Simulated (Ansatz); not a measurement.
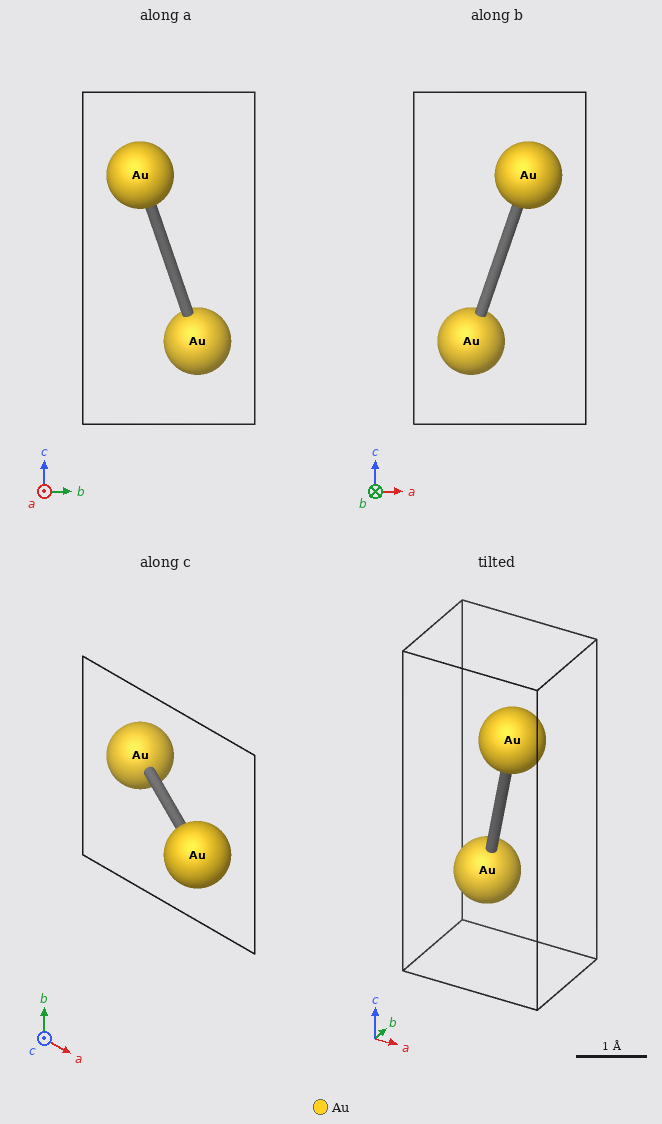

We look at a ball-and-stick model of the crystal along the a axis, along the b axis, along the c axis and slightly off an axis. The frame is the conventional unit cell; atoms at its boundary are shown with their periodic copies.

Lattice parameters: a = 2.8645 Å, b = 2.8645 Å, c = 4.7899 Å, α = 90.000°, β = 90.000°, γ = 120.000°.

**Give the structure in the form of a CIF in P1 with every atom of the cell.**

```cif
data_structure
_symmetry_space_group_name_H-M 'P 1'
_symmetry_Int_Tables_number 1
_cell_length_a 2.8645
_cell_length_b 2.8645
_cell_length_c 4.7899
_cell_angle_alpha 90.000
_cell_angle_beta 90.000
_cell_angle_gamma 120.000
_cell_volume 34.04
loop_
_atom_site_label
_atom_site_type_symbol
_atom_site_fract_x
_atom_site_fract_y
_atom_site_fract_z
_atom_site_occupancy
Au1 Au 0.3333 0.6667 0.2500 1
Au2 Au 0.6667 0.3333 0.7500 1
```

Provenance: a structure type filled with this element by a generator (whether the element takes this form wasn't checked). Earlier steps of the study may have refined or changed the cell and positions. It was run through Ansatz as a DFT input.
